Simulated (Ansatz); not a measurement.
```
CELL_PARAMETERS angstrom
3.18370 0.00000 0.00000
-1.59185 2.75717 0.00000
0.00000 0.00000 23.12457
ATOMIC_POSITIONS crystal
Mg 0.00000 0.00000 0.00000
Mg 0.66667 0.33333 0.33333
Mg 0.33333 0.66667 0.66667
Mg 0.00000 0.00000 0.22204
Mg 0.66667 0.33333 0.55538
Mg 0.33333 0.66667 0.88871
Mg 0.66667 0.33333 0.11129
Mg 0.33333 0.66667 0.44462
Mg 0.00000 0.00000 0.77796
```

Space group R-3m; a structure from a database of computed crystals, not necessarily the ambient phase.

Theory: DFT PBEsol, scalar-relativistic, plane waves, PAW (Ansatz 0.2.0).

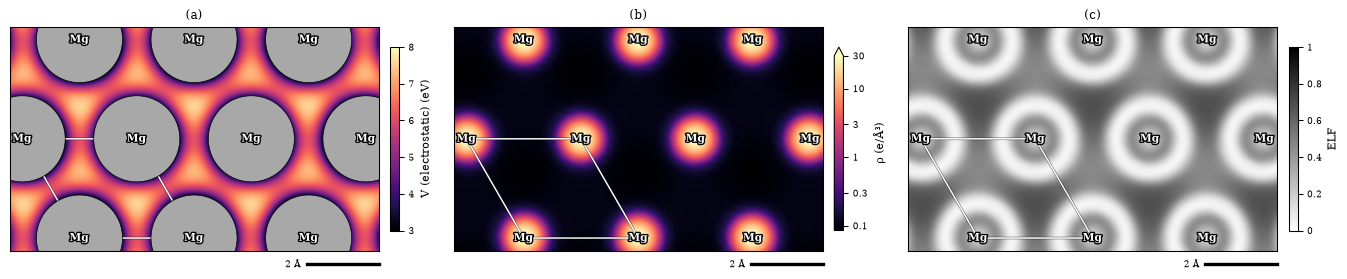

Mg. (a) electrostatic potential (local pseudopotential plus Hartree) felt by an electron; (b) valence pseudo-density; (c) ELF on the (001) plane of the conventional cell. Grey discs cover the atomic cores in the potential map.

Core electrons are frozen (PAW), and the valence fields are smoothed inside the atomic spheres.

> Read the bonding off the picture.

The section cuts through Mg sites. Between the atoms the lowest density in this plane is 0.09 e/Å³. Outside the cores the potential energy rises away from the atoms and is highest about 1.8 Å from the nearest atoms; its zero is arbitrary.

> Does the calculation give a band gap?

It is metallic or semimetallic at this level of theory: no gap opens.
